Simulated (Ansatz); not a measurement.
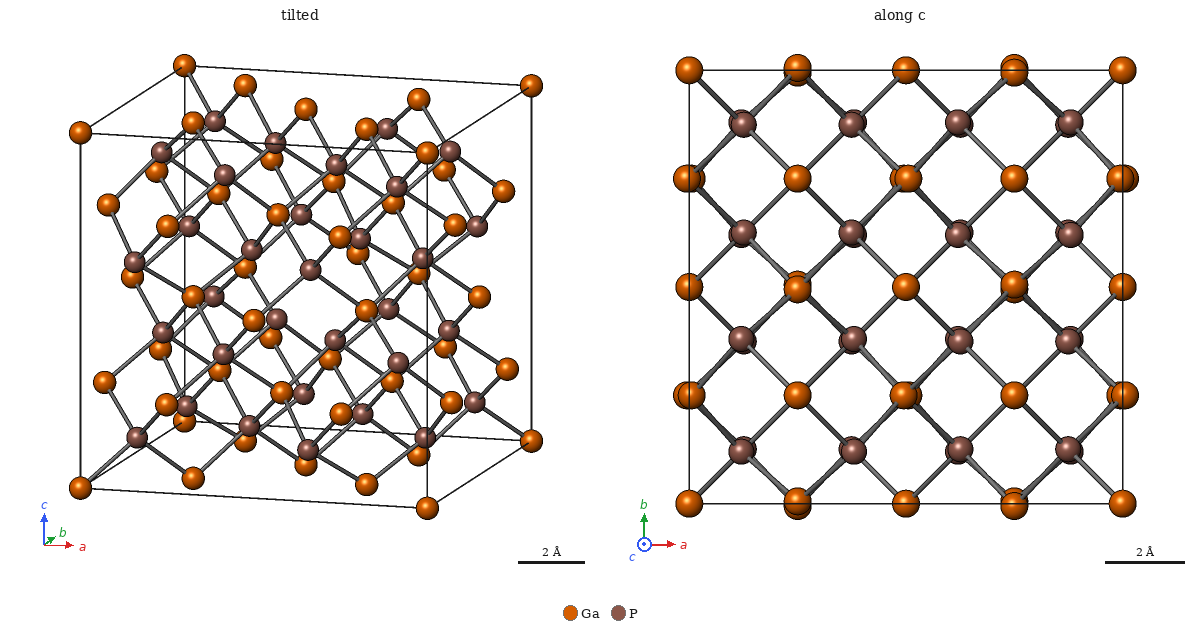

The crystal in a ball-and-stick representation, seen slightly off an axis and along the c axis. Lines trace the edges of the conventional unit cell.

Chemical formula Ga₇P₈. It takes space group F-43m (No. 216) on a face-centred cubic lattice. Cell content 28 Ga, 32 P; Z = 4. The neighbours of Ga are four P in a tetrahedral arrangement at about 2.4 Å. P takes two kinds of site: 16e with three Ga in a trigonal pyramidal arrangement at about 2.4 Å; 16e with four Ga in a tetrahedral arrangement at about 2.4 Å. The bonds build a three-dimensional framework.

Provenance: a structure listed in the Materials Project, repeated into a supercell with a point defect put in. The atoms were relaxed in a fixed cell with DFT PBE, scalar-relativistic, plane waves, PAW in Ansatz 0.2.0.
